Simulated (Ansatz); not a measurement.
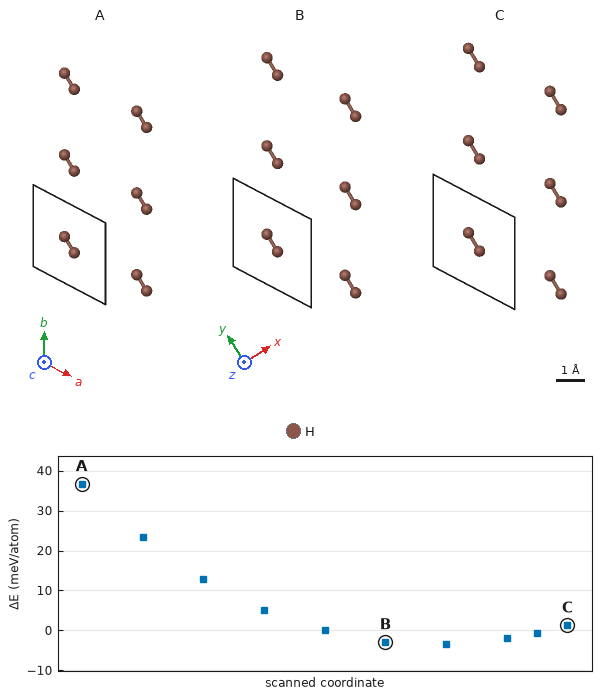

A scan of crystalline H (Cmcm) along one coordinate. x, y and z are the Cartesian axes of the input. A ball-and-stick model of the cell of the calculation, repeated 2 × 3 × 1 with one cell outlined, seen along the c axis.

Computed with DFT LDA, scalar-relativistic, plane waves, PAW in Ansatz. Settings: plane-wave cutoff 420 eV; k-point mesh 8 × 8 × 4; occupations gaussian; smearing width 0.05 eV; no spin polarisation. Energies (free energies at the smearing named) are counted from the cell as listed in its source, which wasn't relaxed.

### What is being scanned?

The cell is strained equally along x and y, with the atoms kept at their fractional coordinates. In the frames the strain is −0.06 (A), 0.015 (B), 0.06 (C). Of the computed points the lowest is at the strain 0.03, −3.4 meV/atom. At the ends of the scan the energy is 36.8 meV/atom (−0.06) and 1.4 meV/atom (0.06). The unrelaxed reference is under a pressure of 0.9 GPa, which tilts the curve. The distortion keeps the space group Cmcm. At the strain −0.06 the cell of the drawing goes a 3.191 → 2.999 Å, b 3.191 → 2.999 Å.
